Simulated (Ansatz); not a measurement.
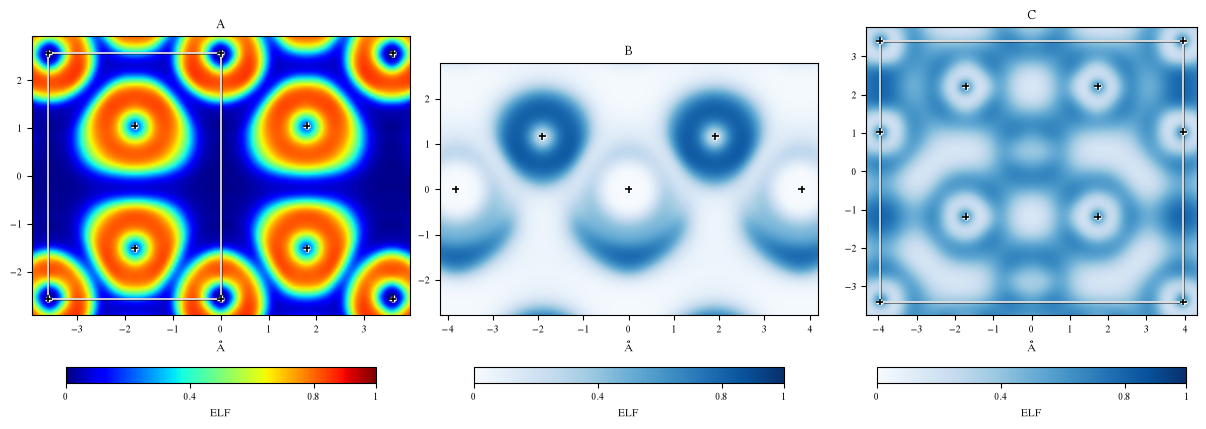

The electron localisation function of 3 systems, each on a plane through atoms (crosses mark nuclei in the plane).

All numbers below come from DFT, PBE, plane-wave PAW, default files, scalar-relativistic (Ansatz 0.2.0).

System 1: Si, the (011) plane of the conventional cell. Space group Cmce; computed pressure about 38 GPa in this cell.

```xyz
16
Lattice="7.9200 0.0000 0.0000 0.0000 4.7586 0.0000 0.0000 0.0000 4.8782" Properties=species:S:1:pos:R:3 pbc="T T T"
Si    0.0000    0.8130    1.5796
Si    3.9600    3.1923    1.5796
Si    0.0000    1.5663    4.0187
Si    3.9600    3.9456    4.0187
Si    0.0000    3.9456    3.2986
Si    3.9600    1.5663    3.2986
Si    0.0000    3.1923    0.8595
Si    3.9600    0.8130    0.8595
Si    1.7224    0.0000    0.0000
Si    5.6824    2.3793    0.0000
Si    2.2376    0.0000    2.4391
Si    6.1976    2.3793    2.4391
Si    2.2376    2.3793    0.0000
Si    6.1976    0.0000    0.0000
Si    1.7224    2.3793    2.4391
Si    5.6824    0.0000    2.4391
```

System 2: SnO, the (100) plane of the conventional cell. Space group P4/nmm; computed pressure about 2 GPa in this cell.

```yaml
crystal:
  lattice:
    - [3.82376, 0.00000, 0.00000]
    - [0.00000, 3.82376, 0.00000]
    - [0.00000, 0.00000, 4.87286]
  atoms:
    - { symbol: Sn, position: [0.50000, 0.00000, 0.23936] }
    - { symbol: Sn, position: [0.00000, 0.50000, 0.76064] }
    - { symbol: O, position: [0.00000, 0.00000, 0.00000] }
    - { symbol: O, position: [0.50000, 0.50000, 0.00000] }
```

System 3: ZrO2, the (010) plane of the conventional cell. Space group P4₂/nmc; computed pressure about 7 GPa in this cell.

```
Zr O
1.0
     3.59610    0.00000    0.00000
     0.00000    3.59610    0.00000
     0.00000    0.00000    5.12523
Zr O
2 4
Direct
  0.00000 0.00000 0.00000
  0.50000 0.50000 0.50000
  0.00000 0.50000 0.20443
  0.00000 0.50000 0.70443
  0.50000 0.00000 0.29557
  0.50000 0.00000 0.79557
```

Match each panel to its system.

Panel A is system 3, ZrO2: the plane holds Zr and O. Zr–O (2.08 Å): the ELF peaks at about 0.85 in the valence shell of O, 0.6 Å from its nucleus, and drops to about 0.25 between the two atoms (no localised pair shows between them). Panel B is system 2, SnO: the plane holds Sn and O. Sn–O (2.24 Å): the ELF peaks at about 0.85 in the valence shell of O, 0.6 Å from its nucleus, and is about 0.20 at the midpoint: no localised pair shows between them. Panel C is system 1, Si: the plane holds Si. Si–Si (2.37 Å): the ELF peaks at about 0.80 between the atoms.
